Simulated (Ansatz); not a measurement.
```yaml
crystal:
  lattice:
    - [4.27348, 0.00000, 0.00000]
    - [-2.13674, 3.70094, 0.00000]
    - [0.00000, 0.00000, 7.93479]
  atoms:
    - { symbol: Mg, position: [0.00000, 0.00000, 0.00000] }
    - { symbol: I, position: [0.33333, 0.66667, 0.77435] }
    - { symbol: I, position: [0.66667, 0.33333, 0.22565] }
```

Space group P-3m1; changed on purpose from its base cell (shift of I2 along [0 0 1], its symmetry partners moved alike: -0.090 A in the relaxed cell; volume per atom at fixed shape 41.8320); not relaxed (largest force 0.6 eV/Å).

All numbers below come from DFT PBE, scalar-relativistic, plane waves, PAW (Ansatz).

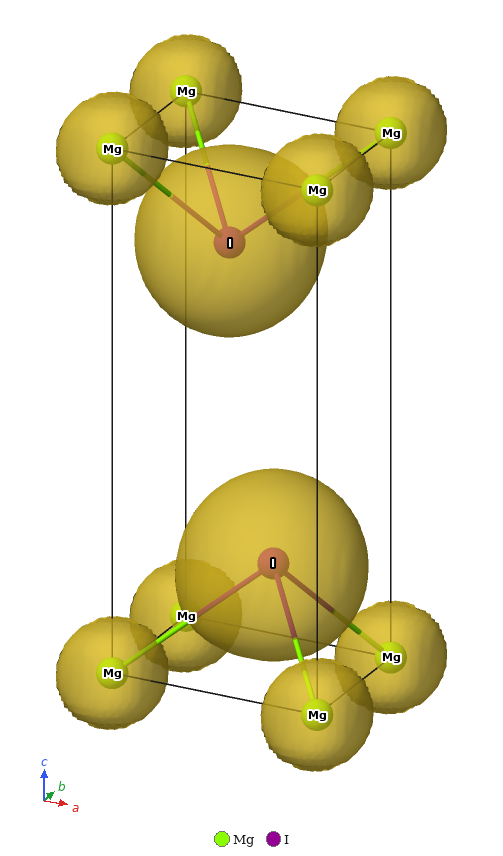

MgI₂. Isosurface of the valence charge density (pseudo) at 0.2 e/Å³ (yellow), seen slightly off an axis. Sticks mark near contacts.

Core electrons are frozen (PAW), and the valence fields are smoothed inside the atomic spheres.

What does this surface tell about the bonding?

Answer. At this value the density breaks into separate islands; it holds about 85 % of the electrons treated as valence (semicore included). It bridges none of the near contacts. It is pinched off along the shortest Mg–I (3.05 Å) contacts. On the grid the lowest density along these lines, outside the cores, is 0.12 e/Å³ (Mg–I, 3.05 Å).

Does the calculation give a band gap?

Answer. It is gapped, with a Kohn–Sham gap of 3.3 eV on the k-point mesh, an upper bound to the gap of this method.
